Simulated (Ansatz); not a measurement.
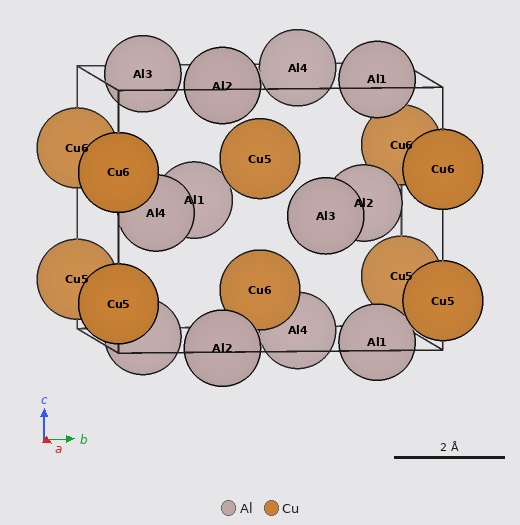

Figure 1. The structure (spheres-only view of the cell 2 times as large as that of the calculation, set on its symmetry axes, seen at an oblique angle; atoms are numbered from 1 in the order of the input). An atom can appear more than once, as a periodic image.

## Al2Cu: a changed input and its effect

System: Al2Cu (I4cm, 6 atoms in the cell).
Method of the first run: DFT PBEsol, scalar-relativistic, plane waves, PAW, no spin polarisation (Ansatz 0.2.0).

The structure derives from an entry of the Crystallography Open Database. Text and figures count atoms from 1; the logs count them from 0 in places.

### Input file, the first run
```yaml
crystal:
  lattice:
    - [-2.9965506908, 2.9965506908, 2.4139243088]
    - [2.9965506908, -2.9965506908, 2.4139243088]
    - [2.9965506908, 2.9965506908, -2.4139243088]
  atoms:
    - { symbol: Al, position: [0.1593199577, 0.6593199577, 0.8186399154] }
    - { symbol: Al, position: [0.6593199577, 0.8406800423, 0.5] }
    - { symbol: Al, position: [0.8406800423, 0.3406800423, 0.1813600846] }
    - { symbol: Al, position: [0.3406800423, 0.1593199577, 0.5] }
    - { symbol: Cu, position: [0.8121394795, 0.8121394795, 0.0] }
    - { symbol: Cu, position: [0.3121394795, 0.3121394795, 0.0] }
basis:
  ecutwfc: 420
kpoints:
  mp_grid: { grid: [12, 12, 12] }
hamiltonian:
  xc: pbesol
scf:
  occupations: { method: gaussian, width: 0.15 }
output:
  forces: true
  stress: true
  eigenvalues: true
```

Launched with:
```bash
ansatz run input.yaml --threads 1 --pin off --max-ram 2560MiB --backend cpu --events-out ev --progress --plain --runs-dir out
```

Hardware: 1 thread of Intel Xeon @ 2.50GHz (Skylake/Cascade Lake), 192 GiB of memory available, shared host.

### Output, shortened to warnings, some set-up lines, iterations and results (the first run)
```
Basis set: ecut = 420 eV, 1681 PW (Γ), exchange–correlation on 72×72×72 points (8 copies of the dense FFT grid, shifted against one another)
Symmetry: 8 space group operations
k-points: 163 of 1728 (time reversal used)
Initial density: superposition of atomic densities (neutral atoms: chi_scale 0, normalization atom), corrected by the library's trained network
[...]
SCF iter   1: F=—  HF=-15276.451097 eV  |F-HF|=—  |Δ(HF+E_count)|=         —  Δρ=4.45e-3  dr2=9.99e-3  ethr=1.77e-3  ⟨swp⟩=7.5  Hψ=24878  notcnv=0
SCF iter   2: F=—  HF=-15276.447523 eV  |F-HF|=—  |Δ(HF+E_count)|=   3.57e-3  Δρ=1.51e-3  dr2=4.70e-3  ethr=2.00e-5  ⟨swp⟩=2.4  Hψ=10036  notcnv=0
SCF iter   3: F=—  HF=-15276.446863 eV  |F-HF|=—  |Δ(HF+E_count)|=   6.61e-4  Δρ=9.57e-4  dr2=1.72e-3  ethr=9.39e-6  ⟨swp⟩=1.0  Hψ=4863  notcnv=0
SCF iter   4: F=—  HF=-15276.446435 eV  |F-HF|=—  |Δ(HF+E_count)|=   4.28e-4  Δρ=2.76e-4  dr2=1.71e-4  ethr=3.43e-6  ⟨swp⟩=2.2  Hψ=7168  notcnv=0
SCF iter   5: F=—  HF=-15276.446394 eV  |F-HF|=—  |Δ(HF+E_count)|=   4.12e-5  Δρ=4.38e-5  dr2=4.26e-6  ethr=3.41e-7  ⟨swp⟩=2.1  Hψ=7101  notcnv=0
SCF iter   6: F=—  HF=-15276.446399 eV  |F-HF|=—  |Δ(HF+E_count)|=   4.86e-6  Δρ=7.03e-6  dr2=5.37e-8  ethr=2.00e-10  ⟨swp⟩=6.6  Hψ=25918  notcnv=0
SCF iter   7: F=-15276.446399 eV  HF=-15276.446399 eV  |F-HF|=5.66e-10  |Δ(HF+E_count)|=   1.03e-8  Δρ=1.52e-6  dr2=1.41e-9  ethr=1.07e-10  ⟨swp⟩=2.3  Hψ=15699  notcnv=0
SCF 1 converged in 7 iterations: F = -15276.446399 eV  dr2 = 1.41e-9
SCF converged after 7 iterations
Free energy (F): -15276.446399 eV
Harris-Foulkes:  -15276.446399 eV  (|F-HF|=5.66e-10)
Internal energy: -15276.422614 eV  (E = F + TS)
E sigma→0 (E₀):  -15276.434506 eV
Entropy (-TS):   -0.023785 eV (-3.964 meV/atom)
Fermi energy:    10.674485 eV
--- Per-component energies (eV) ---
  E_band       = -918.489821
  E_kinetic    = 695.157332
  E_local      = -12370.688411  (includes V_loc(G=0)·N_el)
  E_nonlocal   = 813.844319
  E_hartree    = 5596.022274
  E_xc         = -339.251953
  E_vxc        = -352.186984  (∫ρ·V_xc dr)
  E_paw        = -5062.370807  (= ΣΔE_a)
  E_vpaw       = -896.665492  (= ΣTr[D̂ρ^β])
  E_aug_tail   = 0.000511  (compensation charges beyond the density's cutoff)
  E_ewald      = -4609.624839
  E_core_change = 0.488960  (= ΣΔE_core)
  E_smearing   = -0.023785  (= −TS)
  E_closure    = 0.000000  (closes the sum)
  Σ components = -15276.446399   (vs F -15276.446399, Δ=0.00e0)
--- Forces (eV/Å), atoms counted from 1 ---
  atom   1  Al    -0.10739166    -0.10739166     0.56104576
  atom   2  Al     0.10739166    -0.10739166     0.56104576
  atom   3  Al     0.10739166     0.10739166     0.56104576
  atom   4  Al    -0.10739166     0.10739166     0.56104576
  atom   5  Cu    -0.00000000    -0.00000000    -1.12208800
  atom   6  Cu    -0.00000000     0.00000000    -1.12208800
  max |Σ_I F_I| component: 7.03e-6 eV/Å
--- Stress (GPa, compression-positive) ---
        2.849121       0.000000      -0.000000
        0.000000       2.849121       0.000000
       -0.000000      -0.000000      -0.301292
  P = ⅓ Tr σ = 1.7990 GPa (17.990 kbar)
```

For the second run the input was changed thus:
```diff
-    - { symbol: Cu, position: [0.8121394795, 0.8121394795, 0.0] }
-    - { symbol: Cu, position: [0.3121394795, 0.3121394795, 0.0] }
+    - { symbol: Cu, position: [0.7810697397, 0.7810697397, 0.0] }
+    - { symbol: Cu, position: [0.2810697397, 0.2810697397, 0.0] }
```

What does this change do to the results?

With the same functional and potentials, the second run lies 43.2 meV per atom lower. The pressure goes from 1.80 to 0.50 GPa. The largest force goes from 1.122 to 0.592 eV/Å. The number of SCF iterations is the same.

### Output, shortened to warnings, some set-up lines, iterations and results (the second run)
```
Basis set: ecut = 420 eV, 1681 PW (Γ), exchange–correlation on 72×72×72 points (8 copies of the dense FFT grid, shifted against one another)
Symmetry: 8 space group operations
k-points: 163 of 1728 (time reversal used)
Initial density: superposition of atomic densities (neutral atoms: chi_scale 0, normalization atom), corrected by the library's trained network
[...]
SCF iter   1: F=—  HF=-15276.710896 eV  |F-HF|=—  |Δ(HF+E_count)|=         —  Δρ=4.89e-3  dr2=1.13e-2  ethr=1.77e-3  ⟨swp⟩=7.6  Hψ=24944  notcnv=0
SCF iter   2: F=—  HF=-15276.706972 eV  |F-HF|=—  |Δ(HF+E_count)|=   3.92e-3  Δρ=1.44e-3  dr2=4.56e-3  ethr=2.25e-5  ⟨swp⟩=2.3  Hψ=9946  notcnv=0
SCF iter   3: F=—  HF=-15276.706334 eV  |F-HF|=—  |Δ(HF+E_count)|=   6.38e-4  Δρ=9.47e-4  dr2=1.68e-3  ethr=9.12e-6  ⟨swp⟩=1.1  Hψ=4871  notcnv=0
SCF iter   4: F=—  HF=-15276.705955 eV  |F-HF|=—  |Δ(HF+E_count)|=   3.79e-4  Δρ=3.92e-4  dr2=3.39e-4  ethr=3.36e-6  ⟨swp⟩=2.0  Hψ=6153  notcnv=0
SCF iter   5: F=—  HF=-15276.705873 eV  |F-HF|=—  |Δ(HF+E_count)|=   8.14e-5  Δρ=9.02e-5  dr2=1.82e-5  ethr=6.78e-7  ⟨swp⟩=2.1  Hψ=7040  notcnv=0
SCF iter   6: F=—  HF=-15276.705873 eV  |F-HF|=—  |Δ(HF+E_count)|=   1.97e-7  Δρ=1.47e-5  dr2=3.18e-7  ethr=3.64e-8  ⟨swp⟩=2.0  Hψ=7409  notcnv=0
SCF iter   7: F=-15276.705873 eV  HF=-15276.705873 eV  |F-HF|=3.19e-9  |Δ(HF+E_count)|=   5.70e-8  Δρ=4.58e-6  dr2=1.18e-8  ethr=2.00e-10  ⟨swp⟩=7.7  Hψ=22943  notcnv=0
SCF 1 converged in 7 iterations: F = -15276.705873 eV  dr2 = 1.18e-8
SCF converged after 7 iterations
Free energy (F): -15276.705873 eV
Harris-Foulkes:  -15276.705873 eV  (|F-HF|=3.19e-9)
Internal energy: -15276.682281 eV  (E = F + TS)
E sigma→0 (E₀):  -15276.694077 eV
Entropy (-TS):   -0.023592 eV (-3.932 meV/atom)
Fermi energy:    10.678718 eV
--- Per-component energies (eV) ---
  E_band       = -917.609354
  E_kinetic    = 694.650750
  E_local      = -12364.529701  (includes V_loc(G=0)·N_el)
  E_nonlocal   = 813.292404
  E_hartree    = 5593.606833
  E_xc         = -339.125891
  E_vxc        = -352.040244  (∫ρ·V_xc dr)
  E_paw        = -5062.088138  (= ΣΔE_a)
  E_vpaw       = -896.207351  (= ΣTr[D̂ρ^β])
  E_aug_tail   = 0.000516  (compensation charges beyond the density's cutoff)
  E_ewald      = -4612.978014
  E_core_change = 0.488960  (= ΣΔE_core)
  E_smearing   = -0.023592  (= −TS)
  E_closure    = -0.000000  (closes the sum)
  Σ components = -15276.705873   (vs F -15276.705873, Δ=0.00e0)
--- Forces (eV/Å), atoms counted from 1 ---
  atom   1  Al    -0.03416281    -0.03416281     0.29599953
  atom   2  Al     0.03416281    -0.03416281     0.29599953
  atom   3  Al     0.03416281     0.03416281     0.29599953
  atom   4  Al    -0.03416281     0.03416281     0.29599953
  atom   5  Cu    -0.00000000    -0.00000000    -0.59199613
  atom   6  Cu    -0.00000000     0.00000000    -0.59199613
  max |Σ_I F_I| component: 5.84e-6 eV/Å
--- Stress (GPa, compression-positive) ---
        0.887476       0.000000      -0.000000
        0.000000       0.887476      -0.000000
       -0.000000      -0.000000      -0.267643
  P = ⅓ Tr σ = 0.5024 GPa (5.024 kbar)
```

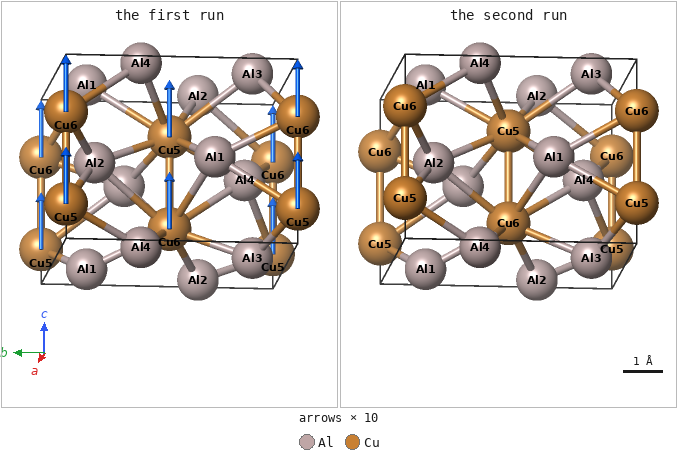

Figure 2. The two input geometries at one scale (ball-and-stick view of the cell 2 times as large as that of the calculation, set on its symmetry axes, seen at an oblique angle). The blue arrows on the first give the shifts of the atoms relative to the cell, magnified 10 times. The largest moves, 0.15 Å, are those of Cu5 and Cu6. Al stays in place. The lattice vectors keep their values. Among the contacts that change: Al1–Cu5 2.711 → 2.631 Å.

### The two runs side by side

```csv
quantity,the first run,the second run
outcome,converged,converged
free energy per atom (eV),−2546.0744,−2546.1176
"energy per atom, smearing taken to zero (eV)",−2546.0724,−2546.1157
gap on the mesh (eV),0.00,0.00
pressure (GPa),1.80,0.50
largest force (eV/Å),1.122,0.592
SCF iterations,7,7
irreducible k-points,163,163
plane waves at Γ,1681,1681
wall time (shared host),53 s,51 s
```
